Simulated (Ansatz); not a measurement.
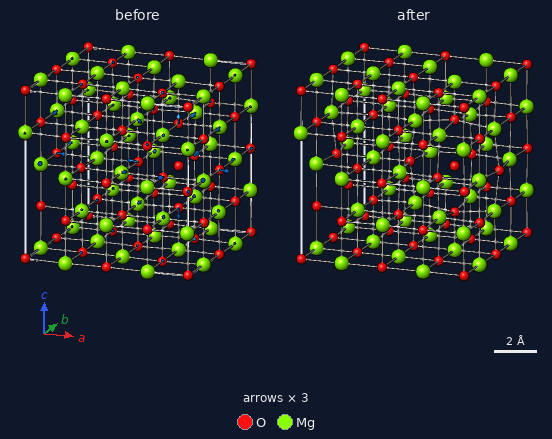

The structure of a defect cell of composition O₃₃Mg₃₁ (cell charge −2) before (left) and after (right) a relaxation, at one scale. The blue arrows give the displacements, 3 times their true length.

A ball-and-stick model of the cell of the calculation (origin shifted), seen slightly off an axis.

Level of theory: Ansatz 0.2.0, DFT, PBEsol, PAW, plane waves. (plane-wave cutoff 420 eV; k-point mesh 1 × 1 × 1; mesh shifted by (0.25, 0.25, 0.25); no spin polarisation; atoms relaxed in a fixed cell; force threshold 0.03 eV/Å; at most 80 steps)

Q: Summarise the run.

A: After 4 geometry steps the energy has fallen by 3.995 eV per cell of the calculation. Largest force component: 3.8 eV/Å at the start, 0.0062 eV/Å at the end. An O atom moves most: 0.22 Å along −a. By element the largest moves are O 0.22 Å, Mg 0.13 Å. The lattice vectors keep their values. Near-neighbour distances that change, for instance: Mg–O 2.132 → 1.905 Å, Mg–O 2.110 → 1.905 Å, Mg–O 2.039 → 2.166 Å, Mg–O 2.064 → 2.165 Å. Among the angles between lasting bonds that change: O–Mg–O 88.4° → 104.4°, O–Mg–O 88.6° → 104.4°, O–Mg–O 89.8° → 104.4°.

Limits of the set-up: the periodic images lie only 8.4 Å apart, so the values are limited by the cell's size; the cell is charged, on a uniform background, and energies carry no finite-size correction.
